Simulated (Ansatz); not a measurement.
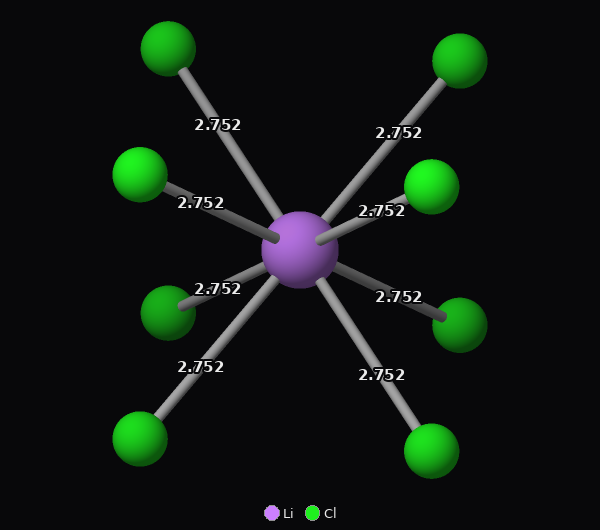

The surroundings of site Li1 (at 0.000, 0.000, 0.000) in LiCl in space group Pm-3m, with bond lengths in Å.

The cell is taken from coordinates from a relaxation with DFT, LDA, plane waves, PAW in Ansatz 0.2.0; the starting structure was generated, so it need not be a known form of this composition.

```yaml
crystal:
  lattice:
    - [3.17757, 0.00000, 0.00000]
    - [0.00000, 3.17757, 0.00000]
    - [0.00000, 0.00000, 3.17757]
  atoms:
    - { symbol: Li, position: [0.00000, 0.00000, 0.00000] }
    - { symbol: Cl, position: [0.50000, 0.50000, 0.50000] }
```

Bond valence s = exp((R0 − d)/b), R0 fitted to published crystal structures with b = 0.37 Å; R0 in Å: Li+–Cl 1.904.

> Calculate the bond-valence sum of Li1 from the bonds drawn.

8 × 0.101 = 0.81 v.u., against a formal valence of 1: underbonded (bonds long for this ion) by 0.19.

> And over the whole structure?

```csv
site,"x, y, z",formal valence,bond-valence sum,difference
Li1,"0.000, 0.000, 0.000",+1,0.81,-0.19
Cl1,"0.500, 0.500, 0.500",−1,0.81,-0.19
```

These sums include all anions within 5 Å. The global instability index (root mean square of the differences over all atoms) is 0.19 v.u.: moderate strain, common in real structures. Cells relaxed with LDA tend to have short bonds, which raises the sums.
